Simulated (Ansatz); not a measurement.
# Bi₂Te₃: geometry relaxation (part 2 of 2)

Continued. System: Bi₂Te₃ (slab, 10 atoms in the cell). Method: DFT r2SCAN, scalar-relativistic, plane waves, PAW, no spin polarisation (Ansatz 0.2.0); cutoff 500 eV, 6×6×1 k-mesh, Gaussian smearing of 0.05 eV. The structure derives from an entry of the Crystallography Open Database.

Geometry of the input (Å; fractional positions):
```
4.4193  0.0000  0.0000
-2.2097  3.8272  0.0000
0.0000  0.0000  33.2727
Te 0.0000  0.0000  0.2254
Bi 0.3333  0.6667  0.2767
Te 0.6667  0.3333  0.3383
Bi 0.0000  0.0000  0.4000
Te 0.3333  0.6667  0.4512
Te 0.6667  0.3333  0.5488
Bi 0.0000  0.0000  0.6000
Te 0.3333  0.6667  0.6617
Bi 0.6667  0.3333  0.7233
Te 0.0000  0.0000  0.7746
```

```
WARN: The output density's exchange-correlation potential varies sharply where the density is thin. Do not read a vacuum level from v_tot or v_xc, or from such a field of the output density. On a cell that repeats whose density bears no net charge and no dipole along the vacuum's axis use v_es (v_loc + v_h of the components); under efield.dipole_correction with no amplitude use v_es + v_field, which holds any external_charges[].barrier, or the levels of the report's work_function block, which leave it out; under a non-zero efield.amplitude the vacuum is tilted and has no level; on a cell that repeats and bears such a dipole with no correction it is tilted too, and efield.dipole_correction with no amplitude gives each side of its ramp a level where efield: is served; in a cell that repeats whose density bears a net charge (total_charge, or a fill off its count) it is curved and has none; of a slab under crystal.periodic whose density bears no net charge use v_es, which has a level on each side, short of where the two are joined; of another it falls or rises all the way out and has none; of a slab beside external_charges read slab_vacuum_level instead, which it has where they leave it neutral. The grid or the basis barely resolves most such structure, and the values can differ between equally converged runs; as a rule a tighter scf.convergence.dr2_threshold does not remove it. Where the density itself ripples (under the LDA too) a higher basis.ecutwfc lessens it. The files hold the spikes' plane waves up to the density's cutoff. Files: v_tot_of_output_density and the like, and their columns of v_z.tsv (output.write_potential); v_xc_of_output_density and the like, and their columns of v_comp_z.tsv (output.write_potential_components). Measured: with its Gaussian average of σ = 0.25 Å subtracted twice, the exchange-correlation potential is over 0.1 eV at 2513 of the grid points where the equally averaged density (valence and model cores) is under 1e-3 e/Å³, and 1.86 eV at the most among them, at an averaged density of 5.0e-9 e/Å³. The input density's (outcome.potential() and, of a run that writes arrays, v_tot and v_xc) is over 0.1 eV, so measured, at 1147 points of its own thin density, 0.183 eV at the most. See output.write_potential in the manual, Limitations
SCF converged after 2 iterations
Free energy (F): -91615.782460 eV
Harris-Foulkes:  -91615.782460 eV  (|F-HF|=2.12e-8)
Internal energy: -91615.782460 eV  (E = F + TS)
E sigma→0 (E₀):  -91615.782460 eV
Fermi energy:    3.553950 eV
Dipole field:    D = 0.000023 V/Å  (p = 0.000072 e·Å, saw-weighted, corrected)
Work function:   Φ+ = 4.9574 eV   Φ− = 4.9582 eV
Levels:          The Fermi level and band energies are counted from a zero that moves with the ramp; work functions are not
--- Per-component energies (eV) ---
  E_band       = -2974.441655
  E_kinetic    = 2278.450420
  E_local      = -113958.413177  (includes V_loc(G=0)·N_el)
  E_nonlocal   = 389.082978
  E_hartree    = 56529.224411
  E_xc         = -1253.758873
  E_vxc        = -1294.509722  (∫ρ·V_xc dr)
  E_paw        = -70872.477813  (= ΣΔE_a)
  E_vpaw       = -3531.783282  (= ΣTr[D̂ρ^β])
  E_aug_tail   = -0.001358  (compensation charges beyond the density's cutoff)
  E_vtau       = 84.326666  (kinetic-family band-sum trace: ∫τ·v_τ [+ j·A + Jᵃ·Aᵃ] dr)
  E_efield     = 0.000000  (sawtooth field / dipole correction)
  E_vefield    = 0.000000  (∫n·V_field dr)
  E_ewald      = 35266.899632
  E_core_change = 5.211322  (= ΣΔE_core)
  E_smearing   = -0.000000  (= −TS)
  E_closure    = 0.000000  (closes the sum)
  Σ components = -91615.782460   (vs F -91615.782460, Δ=0.00e0)
--- Forces (eV/Å), atoms counted from 1 ---
  atom   1  Te    -0.00000000    -0.00000000     0.00050795
  atom   2  Bi     0.00000000     0.00000000    -0.00098912
  atom   3  Te     0.00000000    -0.00000000     0.00104194
  atom   4  Bi    -0.00000000     0.00000000    -0.00051947
  atom   5  Te     0.00000000     0.00000000    -0.00046042
  atom   6  Te    -0.00000000    -0.00000000     0.00077333
  atom   7  Bi     0.00000000     0.00000000    -0.00022095
  atom   8  Te     0.00000000     0.00000000    -0.00016129
  atom   9  Bi    -0.00000000    -0.00000000     0.00021586
  atom  10  Te     0.00000000     0.00000000    -0.00018409
  max |Σ_I F_I| component: 3.75e-6 eV/Å
--- Band table (eV; the first three rows and the last of 7) ---
  k-point 0: bands = ["-33.9579", "-33.9579", "-33.9575", "-33.9575", "-33.9444", "-33.9444", "-33.9437", "-33.9437", "-33.9423", "-33.9423", "-33.9417", "-33.9417", "-33.9372", "-33.9371", "-33.9203", "-33.9203", "-33.9197", "-33.9197", "-33.9098", "-33.9093", "-33.7908", "-33.7905", "-33.7848", "-33.7848", "-33.7846", "-33.7846", "-33.7511", "-33.7511", "-33.7508", "-33.7508", "-20.5999", "-20.5999", "-20.5994", "-20.5994", "-20.5906", "-20.5901", "-20.5868", "-20.5868", "-20.5864", "-20.5864", "-20.5822", "-20.5822", "-20.5822", "-20.5822", "-20.5746", "-20.5746", "-20.5701", "-20.5701", "-20.5700", "-20.5700", "-10.1808", "-10.1556", "-9.6996", "-9.6458", "-7.9502", "-7.8577", "-6.0559", "-5.8605", "-4.8291", "-4.6758", "0.9438", "1.2610", "1.6064", "1.6064", "1.6270", "1.6270", "1.6996", "1.8372", "1.8372", "1.8868", "1.8868", "2.2448", "2.3088", "2.4372", "2.4372", "2.4868", "2.4868", "3.0553", "4.0526", "4.1462", "4.4927", "4.4927", "4.5907", "4.5907", "5.4321", "5.4791", "5.4891", "5.4891", "5.5874", "5.5874", "8.3007", "8.4734", "8.8704", "8.9694"]
  k-point 1: bands = ["-33.9579", "-33.9576", "-33.9575", "-33.9572", "-33.9445", "-33.9445", "-33.9438", "-33.9436", "-33.9423", "-33.9420", "-33.9417", "-33.9414", "-33.9371", "-33.9369", "-33.9204", "-33.9203", "-33.9198", "-33.9197", "-33.9097", "-33.9091", "-33.7906", "-33.7904", "-33.7849", "-33.7848", "-33.7847", "-33.7846", "-33.7511", "-33.7508", "-33.7508", "-33.7505", "-20.6023", "-20.6018", "-20.5974", "-20.5969", "-20.5892", "-20.5887", "-20.5877", "-20.5873", "-20.5865", "-20.5860", "-20.5847", "-20.5846", "-20.5799", "-20.5799", "-20.5730", "-20.5729", "-20.5710", "-20.5709", "-20.5695", "-20.5695", "-9.9352", "-9.9107", "-9.4702", "-9.4186", "-7.8108", "-7.7256", "-6.1445", "-5.9859", "-5.2025", "-5.0987", "0.0464", "0.1250", "0.5819", "0.9678", "1.0039", "1.0321", "1.0536", "1.0676", "1.3887", "1.4890", "1.5700", "1.9444", "2.3809", "2.4848", "2.5358", "2.5603", "2.7908", "2.9579", "4.4262", "4.6111", "4.8434", "4.9620", "4.9732", "5.2454", "5.7600", "5.8250", "5.8958", "6.0079", "6.3882", "6.5148", "8.3104", "8.3604", "8.6868", "8.8292"]
  k-point 2: bands = ["-33.9578", "-33.9575", "-33.9571", "-33.9566", "-33.9447", "-33.9446", "-33.9440", "-33.9435", "-33.9422", "-33.9416", "-33.9414", "-33.9408", "-33.9367", "-33.9366", "-33.9205", "-33.9203", "-33.9200", "-33.9197", "-33.9094", "-33.9088", "-33.7903", "-33.7901", "-33.7851", "-33.7849", "-33.7849", "-33.7846", "-33.7510", "-33.7508", "-33.7502", "-33.7499", "-20.6079", "-20.6074", "-20.5944", "-20.5939", "-20.5915", "-20.5912", "-20.5901", "-20.5899", "-20.5839", "-20.5839", "-20.5834", "-20.5834", "-20.5773", "-20.5772", "-20.5741", "-20.5741", "-20.5676", "-20.5676", "-20.5664", "-20.5664", "-9.2364", "-9.2155", "-8.8481", "-8.8066", "-7.5620", "-7.5074", "-6.6019", "-6.5213", "-6.0948", "-6.0434", "-1.1913", "-1.0828", "-0.2679", "-0.1125", "0.3135", "0.3659", "0.4065", "0.4458", "0.9439", "1.0407", "1.0924", "1.4243", "1.7541", "2.1526", "2.3174", "2.3440", "2.4271", "2.6323", "4.5429", "4.8191", "5.1455", "5.2924", "5.3457", "5.7469", "6.2802", "6.3863", "6.5542", "6.7339", "7.3430", "7.4878", "7.5413", "7.8019", "9.0371", "9.2839"]
  k-point 6: bands = ["-33.9574", "-33.9570", "-33.9569", "-33.9569", "-33.9449", "-33.9443", "-33.9442", "-33.9435", "-33.9416", "-33.9415", "-33.9411", "-33.9409", "-33.9365", "-33.9364", "-33.9205", "-33.9205", "-33.9199", "-33.9199", "-33.9091", "-33.9086", "-33.7901", "-33.7899", "-33.7851", "-33.7851", "-33.7849", "-33.7849", "-33.7504", "-33.7504", "-33.7501", "-33.7501", "-20.6049", "-20.6044", "-20.5998", "-20.5994", "-20.5879", "-20.5878", "-20.5862", "-20.5862", "-20.5857", "-20.5857", "-20.5827", "-20.5823", "-20.5823", "-20.5823", "-20.5688", "-20.5687", "-20.5687", "-20.5687", "-20.5668", "-20.5668", "-7.8500", "-7.8495", "-7.8382", "-7.8326", "-7.4892", "-7.4891", "-7.4802", "-7.4800", "-7.4709", "-7.4703", "-1.2629", "-1.2627", "-0.7890", "-0.7640", "-0.7637", "-0.7105", "-0.2398", "-0.2395", "0.4873", "0.5507", "0.5508", "0.6385", "1.7189", "1.7191", "2.3004", "2.4725", "2.4729", "2.5934", "5.0709", "5.0711", "5.5013", "5.7424", "5.7426", "5.8399", "7.0361", "7.0363", "7.4651", "7.6771", "7.6773", "7.7116", "9.3405", "9.7061", "9.7064", "9.8711"]
--- Relaxed structure (3 steps of the walk, 3 accepted, 0 SCFs on fresh bases) ---
  F+E_penalty+E_count = -91615.78246009 eV   max|allowed force component| = 9.801e-4 eV/Å
  atoms:
    - { symbol: Te, position: [8.144468057044049e-20, -2.2141597718974826e-34, 0.22546867935969606] }
    - { symbol: Bi, position: [0.3333333333333333, 0.6666666666666666, 0.2765573154776956] }
    - { symbol: Te, position: [0.6666666666666666, 0.3333333333333333, 0.3382616226628047] }
    - { symbol: Bi, position: [-2.617449299160328e-19, -2.5496385252152828e-34, 0.39980165598531536] }
    - { symbol: Te, position: [0.3333333333333333, 0.6666666666666666, 0.45120389965001084] }
    - { symbol: Te, position: [0.6666666666666666, 0.3333333333333333, 0.5487957429442367] }
    - { symbol: Bi, position: [2.642224592687446e-19, 2.8180215278695226e-34, 0.60020012239949] }
    - { symbol: Te, position: [0.3333333333333333, 0.6666666666666666, 0.6617352201202774] }
    - { symbol: Bi, position: [0.6666666666666666, 0.3333333333333333, 0.7234446348660666] }
    - { symbol: Te, position: [-8.174295889722042e-20, 4.696702546449203e-35, 0.7745311065344072] }
```

## Trajectory as extended XYZ (Å, eV, eV/Å), 3 frames, from step=1 to step=3
```
10
Lattice="4.4193 0.0000 0.0000 -2.2097 3.8272 0.0000 0.0000 0.0000 33.2727" Properties=species:S:1:pos:R:3:forces:R:3 step=1 energy=-91615.78210
Te    0.0000    0.0000    7.5000    0.0000   0.0000   0.0295
Bi    0.0000    2.5515    9.2052    0.0000   0.0000  -0.0295
Te    2.2096    1.2757   11.2570    0.0000   0.0000   0.0116
Bi    0.0000    0.0000   13.3087    0.0000   0.0000  -0.0375
Te    0.0000    2.5515   15.0139    0.0000   0.0000   0.0246
Te    2.2096    1.2757   18.2588    0.0000   0.0000  -0.0249
Bi    0.0000    0.0000   19.9640    0.0000   0.0000   0.0391
Te    0.0000    2.5515   22.0157    0.0000   0.0000  -0.0130
Bi    2.2096    1.2757   24.0675    0.0000   0.0000   0.0311
Te    0.0000    0.0000   25.7727    0.0000   0.0000  -0.0299
10
Lattice="4.4193 0.0000 0.0000 -2.2097 3.8272 0.0000 0.0000 0.0000 33.2727" Properties=species:S:1:pos:R:3:forces:R:3 step=2 energy=-91615.78218
Te    0.0000    0.0000    7.5057    0.0000   0.0000  -0.0299
Bi    0.0000    2.5515    9.2004    0.0000   0.0000   0.0219
Te    2.2096    1.2757   11.2523    0.0000   0.0000   0.0000
Bi    0.0000    0.0000   13.2970    0.0000   0.0000   0.0289
Te    0.0000    2.5515   15.0113    0.0000   0.0000  -0.0195
Te    2.2096    1.2757   18.2614    0.0000   0.0000   0.0204
Bi    0.0000    0.0000   19.9758    0.0000   0.0000  -0.0311
Te    0.0000    2.5515   22.0201    0.0000   0.0000   0.0024
Bi    2.2096    1.2757   24.0725    0.0000   0.0000  -0.0241
Te    0.0000    0.0000   25.7669    0.0000   0.0000   0.0310
10
Lattice="4.4193 0.0000 0.0000 -2.2097 3.8272 0.0000 0.0000 0.0000 33.2727" Properties=species:S:1:pos:R:3:forces:R:3 step=3 energy=-91615.78246
Te    0.0000    0.0000    7.5019    0.0000   0.0000   0.0005
Bi    0.0000    2.5515    9.2018    0.0000   0.0000  -0.0009
Te    2.2096    1.2757   11.2549    0.0000   0.0000   0.0010
Bi    0.0000    0.0000   13.3025    0.0000   0.0000  -0.0004
Te    0.0000    2.5515   15.0128    0.0000   0.0000  -0.0005
Te    2.2096    1.2757   18.2599    0.0000   0.0000   0.0008
Bi    0.0000    0.0000   19.9703    0.0000   0.0000  -0.0003
Te    0.0000    2.5515   22.0177    0.0000   0.0000  -0.0001
Bi    2.2096    1.2757   24.0709    0.0000   0.0000   0.0001
Te    0.0000    0.0000   25.7707    0.0000   0.0000  -0.0002
```

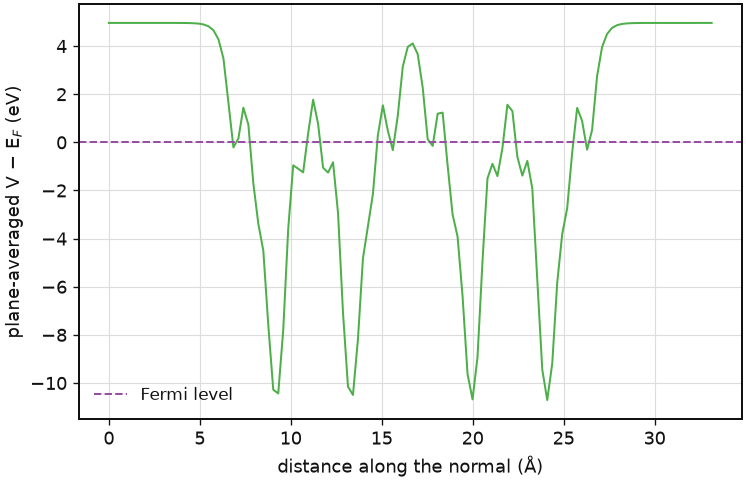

*Plane average of the electrostatic potential energy of an electron across the cell, from the Fermi level.*

The vacuum level lies 4.96 eV above the Fermi level.

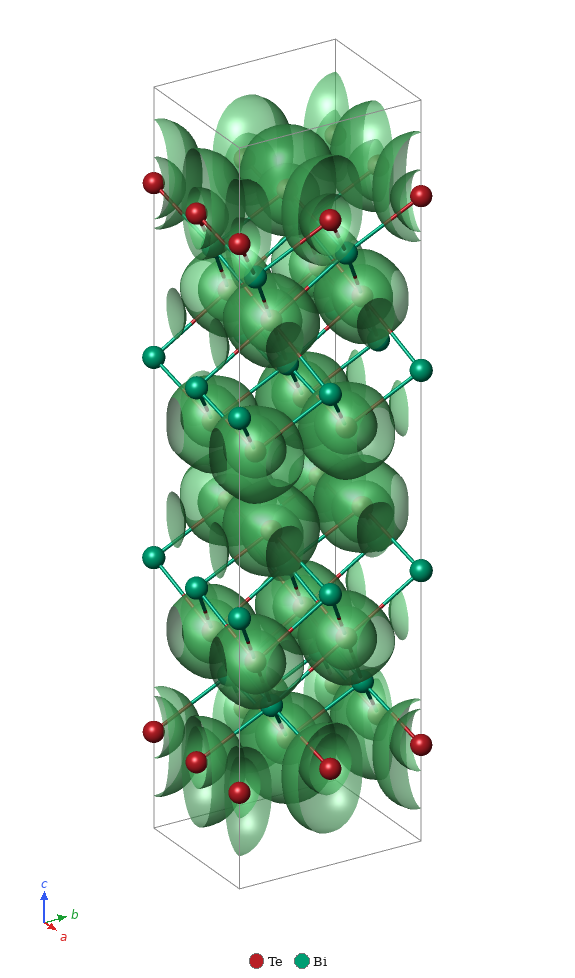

*Isosurface of the electron localisation function at 0.55 (green), seen slightly off an axis. Only the valence region is drawn (cores and ρ < 0.01 e/Å³ removed). Sticks mark near contacts.*

Counts are for one cell; the picture repeats the cell along the surface. Along the contacts the grid gives the following. Bi–Te (3.07 Å): the ELF peaks at about 0.70 in the valence shell of Te, 1.3 Å from its nucleus, and drops to about 0.35 between the two atoms. Bi–Te (3.27 Å): the ELF peaks at about 0.65 in the valence shell of Te, 1.3 Å from its nucleus, and drops to about 0.30 between the two atoms. Core electrons are frozen (PAW), so the fields are smoothed inside the atomic spheres.

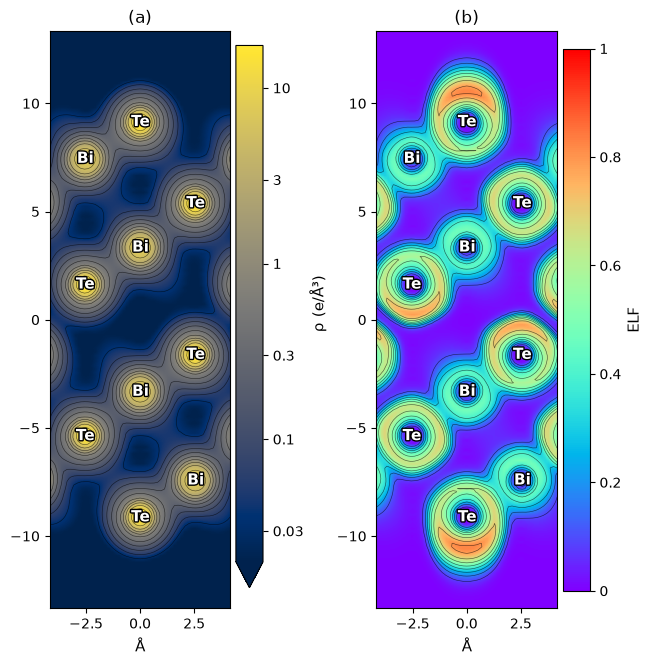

*(a) valence charge density (pseudo); (b) ELF on the (110) plane of the calculation cell, a cut from vacuum to vacuum.*

Atoms in the plane: Te and Bi. Bi–Te (3.07 Å): ρ is about 0.3 e/Å³ halfway; the ELF peaks at about 0.70 in the valence shell of Te, 1.3 Å from its nucleus, and drops to about 0.35 between the two atoms. Bi–Te (3.27 Å): ρ is about 0.2 e/Å³ halfway; the ELF peaks at about 0.65 in the valence shell of Te, 1.3 Å from its nucleus, and drops to about 0.30 between the two atoms. The density dies away to nearly zero in the vacuum. The strong features right at Bi lie inside the PAW spheres (semicore, d or f shells) and say nothing about bonding.
